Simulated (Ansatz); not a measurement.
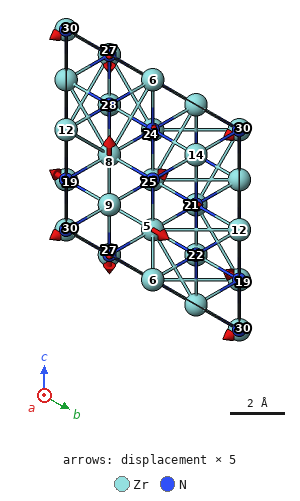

A relaxation of a defect cell of composition Zr17N15. The starting structure is drawn; red arrows show the displacements, 5 times their true length.

The picture is a ball-and-stick view of the cell of the calculation (origin shifted), seen along the a axis.

Case: Zr on a N site (a), charge +0, atoms relaxed at the host's cell.

All numbers below come from DFT PBE, scalar-relativistic, plane waves, PAW (Ansatz).

The input:
```yaml
crystal:
  lattice:
    - [4.5945978679, 4.5945978679, 4.5945978679]
    - [-4.5945978679, 4.5945978679, -4.5945978679]
    - [-4.5945978679, -4.5945978679, 4.5945978679]
  atoms:
    - { symbol: Zr, position: [0.5, 0.0, 0.0] }
    - { symbol: Zr, position: [0.5, 0.75, 0.25] }
    - { symbol: Zr, position: [0.75, 0.75, 0.0] }
    - { symbol: Zr, position: [0.5, 0.5, 0.5] }
    - { symbol: Zr, position: [0.75, 0.5, 0.25] }
    - { symbol: Zr, position: [0.0, 0.5, 0.0] }
    - { symbol: Zr, position: [0.5, 0.25, 0.75] }
    - { symbol: Zr, position: [0.75, 0.25, 0.5] }
    - { symbol: Zr, position: [0.0, 0.25, 0.25] }
    - { symbol: Zr, position: [0.25, 0.25, 0.0] }
    - { symbol: Zr, position: [0.75, 0.0, 0.75] }
    - { symbol: Zr, position: [0.0, 0.0, 0.5] }
    - { symbol: Zr, position: [0.25, 0.0, 0.25] }
    - { symbol: Zr, position: [0.0, 0.75, 0.75] }
    - { symbol: Zr, position: [0.25, 0.75, 0.5] }
    - { symbol: Zr, position: [0.25, 0.5, 0.75] }
    - { symbol: Zr, position: [0.5, 0.25, 0.25] }
    - { symbol: "N", position: [0.5, 0.0, 0.5] }
    - { symbol: "N", position: [0.75, 0.0, 0.25] }
    - { symbol: "N", position: [0.5, 0.75, 0.75] }
    - { symbol: "N", position: [0.75, 0.75, 0.5] }
    - { symbol: "N", position: [0.0, 0.75, 0.25] }
    - { symbol: "N", position: [0.5, 0.5, 0.0] }
    - { symbol: "N", position: [0.75, 0.5, 0.75] }
    - { symbol: "N", position: [0.0, 0.5, 0.5] }
    - { symbol: "N", position: [0.25, 0.5, 0.25] }
    - { symbol: "N", position: [0.75, 0.25, 0.0] }
    - { symbol: "N", position: [0.0, 0.25, 0.75] }
    - { symbol: "N", position: [0.25, 0.25, 0.5] }
    - { symbol: "N", position: [0.0, 0.0, 0.0] }
    - { symbol: "N", position: [0.25, 0.0, 0.75] }
    - { symbol: "N", position: [0.25, 0.75, 0.0] }
basis:
  ecutwfc: 420
  xc_grid: 2
kpoints:
  mp_grid: { grid: [4, 4, 4], shift: [0.5, 0.5, 0.5] }
hamiltonian:
  xc: pbe
scf:
  occupations: { method: gaussian, width: 0.1 }
output:
  forces: true
  stress: false
  eigenvalues: true
relax:
  adjacent_minimum: "off"
  f_tol: 0.025
  max_steps: 45
```

Command:
```bash
ansatz run input.yaml --threads 4 --pin off --max-ram 10240MiB --backend cpu --events-out ev --progress --plain --runs-dir out
```

Atoms of which element are displaced furthest, and by how much?

Answer. Zirconium: up to 0.18 Å, against 0.05 Å for nitrogen.

What happened in the run?

Answer. Over 2 accepted moves (3 points after the start) the energy falls by 2.403 eV per cell of the calculation. The largest force component goes from 4.1 to 0.0067 eV/Å. 1 step only repeated the SCF at the same geometry. The largest moves, 0.18 Å, are those of Zr1, Zr4, Zr5, Zr8, Zr10 and Zr13. Zr8 goes along [1 0 1]. Largest moves by element: Zr 0.18 Å, N 0.05 Å. The lattice vectors keep their values. Some distances before and after: Zr10–Zr13 3.249 → 3.507 Å, Zr10–Zr17 2.297 → 2.480 Å, Zr10–N28 2.297 → 2.115 Å, Zr10–Zr11 3.249 → 3.123 Å. Bond angles that change, for instance: Zr8–N18–Zr13 90.0° → 97.3°, Zr8–N18–Zr11 90.0° → 85.5°, Zr8–N18–Zr15 180.0° → 177.2°.

Limits of the set-up: the cell has an odd number of electrons but was run without spin polarisation; the periodic images lie only 8.0 Å apart, so the values are limited by the cell's size.
